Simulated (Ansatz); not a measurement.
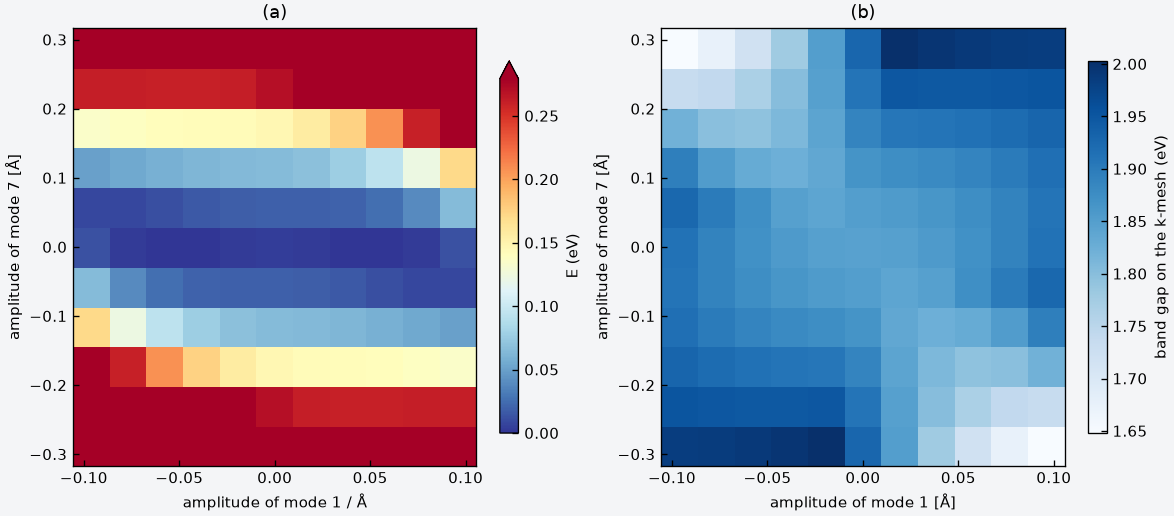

SrTiO₃ (Pm-3m, No. 221; 5 atoms in the cell). 
- The energy is mapped over two normal modes frozen in (zone-centre modes of the 5-atom cell of this scan).
- Coordinates scanned: (1) amplitude of mode 1 (141i cm⁻¹), largest displacement; (2) amplitude of mode 7 (144 cm⁻¹), largest displacement.
- Nothing is relaxed (the cell and all other modes fixed).
- Grid: 11 × 11 points; 61 points were computed and 60 follow by symmetry.
- Points are written as (first, second).
- Energies are in eV per cell, from the lowest grid point.
- All numbers below come from Ansatz 0.2.0, DFT PBE, scalar-relativistic, plane waves, PAW. Settings: cutoff 520 eV, k-mesh 8×8×8, gaussian smearing 0.05 eV, no spin polarisation.

Panel (a) is the energy; panel (b) is the computed band gap on the k-mesh, in eV.

In the figure: one coloured cell a grid point, one colour for all values above the top of the scale.

Question: How does the band gap on the k-mesh vary over the map, and what is it at the lowest grid point?

Answer: It runs from 1.65 eV at (−0.096 Å, 0.288 Å) to 2.00 eV at (−0.019 Å, −0.288 Å). At the lowest grid point, (−0.058 Å, 0.000 Å), it is 1.87 eV.

PAW datasets: the set soft_1.
